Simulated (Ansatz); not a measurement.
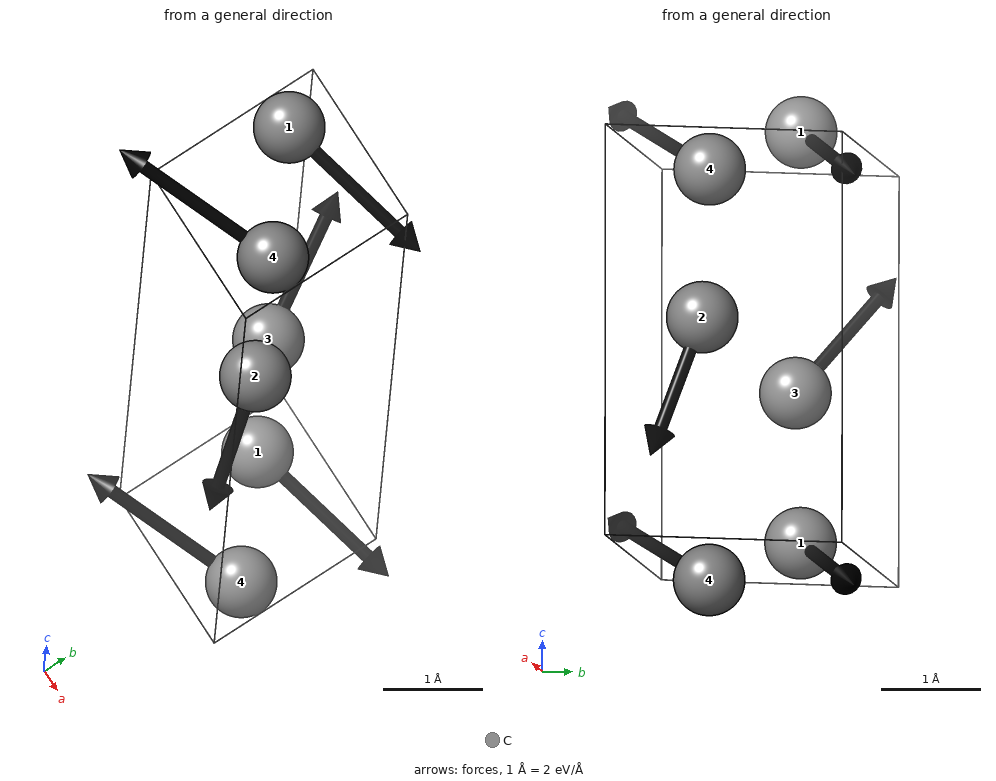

The crystal in a spheres-only representation, seen from two general directions. The simulation cell is outlined; an atom on or near a face, edge or corner is repeated at each equivalent position. The arrows are the computed forces on the atoms.

System: C. The numbers come from DFT r2SCAN, scalar-relativistic, plane waves, PAW (Ansatz 0.2.0), using E_cut = 500 eV, k-points on a 12×12×6 grid, Gaussian smearing of 0.05 eV, no spin polarisation.

> Is the structure at a minimum of the energy?

No. The atoms still feel forces of up to about 3.2 eV/Å, far above a usual threshold of 0.01 to 0.03 eV/Å.

It derives from an entry, possibly a prediction, of the Crystallography Open Database. The cell was then strained or its atoms displaced on purpose. A calculation with Ansatz used it as input.
